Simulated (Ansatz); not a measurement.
CaB$_{2}$

Input

```
crystal:
  lattice:
    - [1.7382942111, 1.0036046307, 5.4322150271]
    - [-1.7382942111, 1.0036046307, 5.4322150271]
    - [0.0, -2.0072092615, 5.4322150271]
  atoms:
    - { symbol: Ca, position: [0.0, 0.0, 0.0] }
    - { symbol: B, position: [0.4510387721, 0.4510387721, 0.4510387721] }
    - { symbol: B, position: [0.5489612279, 0.5489612279, 0.5489612279] }
basis:
  ecutwfc: 420
kpoints:
  mp_grid: { grid: [15, 15, 15] }
hamiltonian:
  xc: pbe
scf:
  occupations: { method: gaussian, width: 0.1 }
output:
  forces: true
  stress: true
  eigenvalues: true
  write_density: true
  write_potential: true
  elf: true
  volumetric_format: npy
relax:
  adjacent_minimum: "off"
  f_tol: 0.01
  max_steps: 80
  cell: { stress_tol: 0.05 }
```

Run with:

```sh
ansatz run input.yaml --threads 1 --pin off --max-ram 2048MiB --backend cpu --events-out ev --progress --plain --runs-dir out
```

Below, planes, directions and counts refer to the conventional cell (a = 3.46 Å, b = 3.46 Å, c = 16.33 Å, α = 90.00°, β = 90.00°, γ = 120.00°).

The fields are those of the relaxed geometry.

Space group R-3m; a structure generated by program, which may or may not match a known phase.

Theory: Ansatz 0.2.0, DFT PBE, scalar-relativistic, plane waves, PAW.

What can the converged valence pseudo-density and electron localisation function tell about the bonding?

B–B (1.60 Å): ρ is about 1.3 e/Å³ halfway; the ELF peaks at about 1 between the atoms.
Ca–B (2.77 Å): the density is about 0.17 e/Å³ at the midpoint; the ELF peaks at about 0.90 in the valence shell of B, 0.9 Å from its nucleus, and is about 0.25 at the midpoint.

Does the calculation give a band gap?

It is metallic or semimetallic at this level of theory: no gap opens.

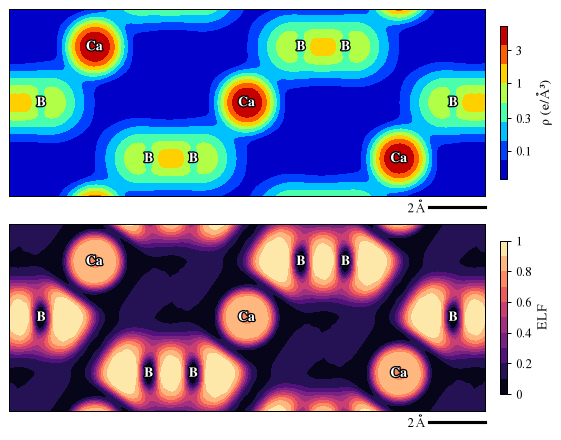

Computed valence pseudo-density and electron localisation function on the (110) plane of the conventional cell, in this order. 

In a PAW calculation such maps are meaningful between the atoms, not at the nuclei.
